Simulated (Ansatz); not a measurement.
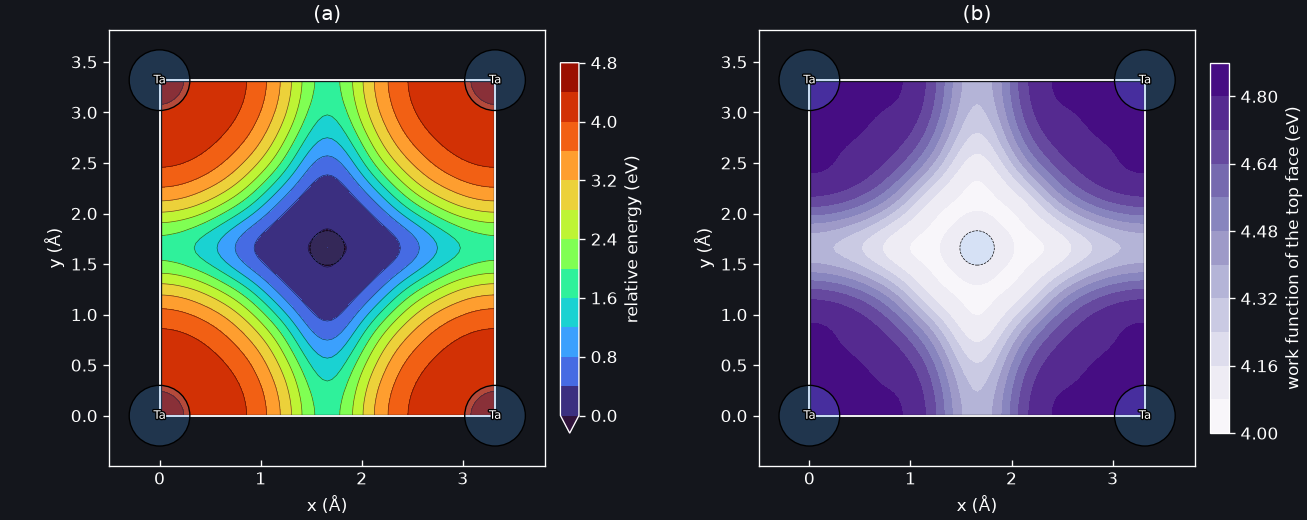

C on a Ta(100) slab cut from the Im-3m phase, its upper half relaxed before the scan (16 atoms of substrate and one adsorbate in a 2 × 2 cell). C is moved over the surface cell; relaxed at each place: the height of the adsorbate's atoms; substrate rigid; the origin of the map has the adsorbate above Ta13. Places are given modulo a cell vector. The map is drawn in real space over the plane of the surface. Grid: 8 × 8 points; 15 points were computed and 49 follow by symmetry. Places are given in fractions of the 1 × 1 surface cell. All energies are given in eV relative to the lowest grid point. These are results of DFT PBE, scalar-relativistic, plane waves, PAW in Ansatz, not measurements. Settings: cutoff 420 eV, k-mesh 4×4×1, gaussian smearing 0.1 eV, no spin polarisation.

Panel (a) is the energy; panel (b) is the computed work function of the top face, in eV.

In the figure: filled contours, labelled circles for the atoms of the top layer and small ones for the second layer, the outline of one cell of the plane. Between grid points the surface is interpolated.

How does the work function of the top face vary over the map, and what is it at the lowest grid point?

Answer. It runs from 4.07 eV at (3/8, 4/8) of the cell vectors [nearest 3 Ta at 2.17 Å] to 4.81 eV at (1/8, 1/8) of the cell vectors [nearest 1 Ta at 1.87 Å]. At the lowest grid point, a fourfold hollow over a second-layer Ta atom, (4/8, 4/8) of the cell vectors, it is 4.12 eV.

```csv
"second ↓, first →",0/8,1/8,2/8,3/8,4/8,5/8,6/8,7/8
7/8,4.80,4.81,4.78,4.58,4.27,4.58,4.78,4.81
6/8,4.80,4.78,4.68,4.37,4.12,4.37,4.68,4.78
5/8,4.65,4.58,4.37,4.11,4.07,4.11,4.37,4.58
4/8,4.34,4.27,4.12,4.07,4.12,4.07,4.12,4.27
3/8,4.65,4.58,4.37,4.11,4.07,4.11,4.37,4.58
2/8,4.80,4.78,4.68,4.37,4.12,4.37,4.68,4.78
1/8,4.80,4.81,4.78,4.58,4.27,4.58,4.78,4.81
0/8,4.80,4.80,4.80,4.65,4.34,4.65,4.80,4.80
```

PAW datasets: the set soft_1.
